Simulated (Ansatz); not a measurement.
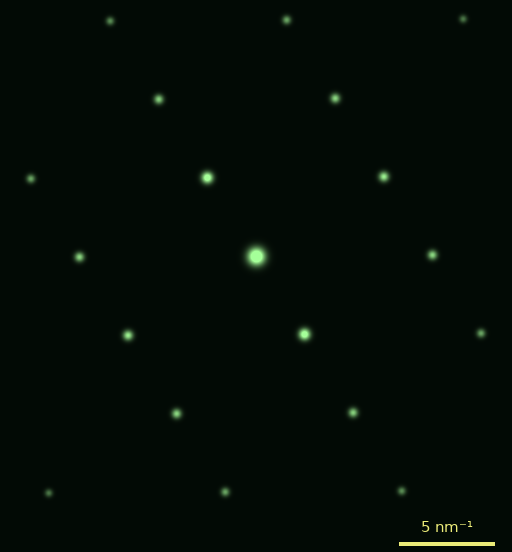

Simulated selected-area electron diffraction pattern (200 kV, kinematic approximation, thin crystal, B = 0.5 Å² for all atoms).

Phase: Cu, space group Fm-3m (No. 225), a = 3.563 Å. Structure: coordinates from a relaxation with Ansatz 0.2.0, DFT PBEsol, scalar-relativistic, plane waves, PAW; the starting structure was generated, so it need not be a known form of this composition.

```cif
data_structure
_symmetry_space_group_name_H-M 'Fm-3m'
_symmetry_Int_Tables_number 225
_cell_length_a 3.5634
_cell_length_b 3.5634
_cell_length_c 3.5634
_cell_angle_alpha 90.000
_cell_angle_beta 90.000
_cell_angle_gamma 90.000
_cell_volume 45.25
loop_
_atom_site_label
_atom_site_type_symbol
_atom_site_symmetry_multiplicity
_atom_site_Wyckoff_symbol
_atom_site_fract_x
_atom_site_fract_y
_atom_site_fract_z
_atom_site_occupancy
Cu1 Cu 4 b 0.50000 0.00000 0.00000 1
```

**Determine the zone axis from the geometry of the pattern.**

The spots form a rectangular net whose two shortest vectors correspond to d = 2.06 Å and 1.26 Å, 90.0° apart. They index as -1 1 1 and 0 -2 2, so the zone axis is [211] (or an equivalent direction of <211>).

**Which reflections of this zone are missing, and why?**

The lattice centring (F) removes all reflections that break h + k = 2n, h + l = 2n.
